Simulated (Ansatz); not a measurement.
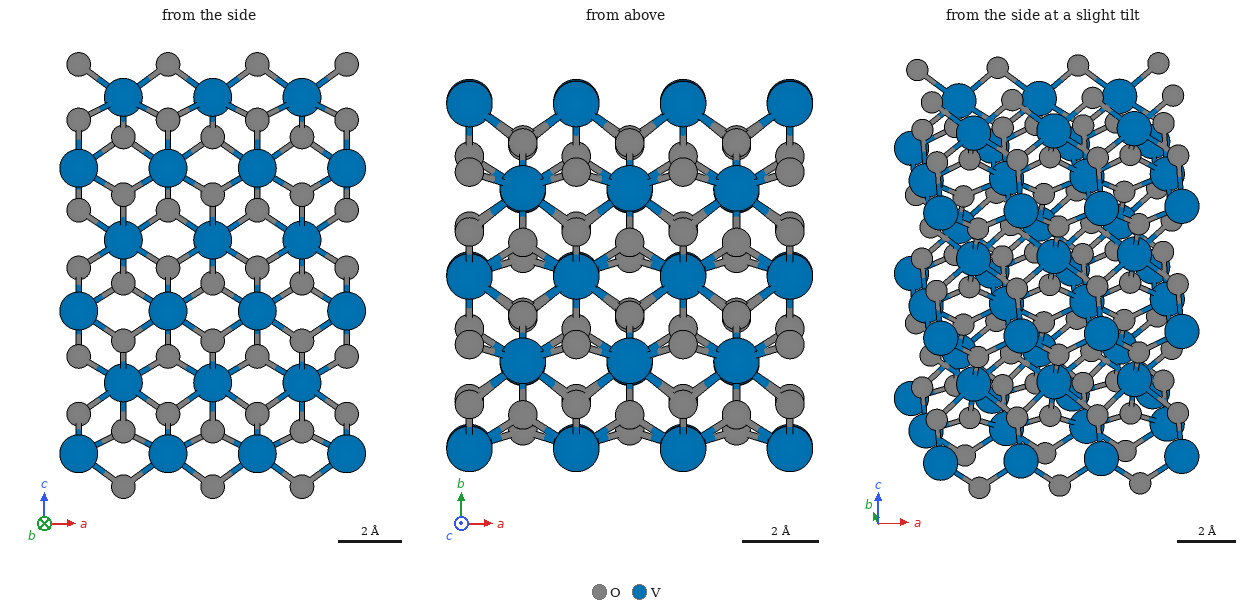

A ball-and-stick picture of a periodic slab, seen from the side, from above and from the side at a slight tilt. The surface normal points up in side views; the vacuum is left out. 3×2 cells are drawn in the plane, with atoms at the edges repeated.

The cell holds 6 V, 12 O. The slab was cut from bulk VO2 (Pnnm).

Q: What is exposed at the top and at the bottom?

A: The top face ends in O, the bottom face in O. The two faces are alike.

Q: How far does the slab extend along the normal?

A: About 13 Å from the lowest to the highest atom.

Q: Which (hkl) is this?

A: (0 0 1).

Results below were computed with Ansatz 0.2.0, DFT PBE, scalar-relativistic, plane waves, PAW; the settings were a 420 eV plane-wave basis, Brillouin-zone sampling on a 12×8×1 mesh, Gaussian smearing of 0.1 eV, collinear spins.

Q: How large is the work function at the top and at the bottom?

A: 5.77 eV on both faces.

Origin of the cell: an entry, possibly a prediction, of the Crystallography Open Database, from which a slab was cut. The atoms were relaxed in a fixed cell with DFT PBE, scalar-relativistic, plane waves, PAW in Ansatz.
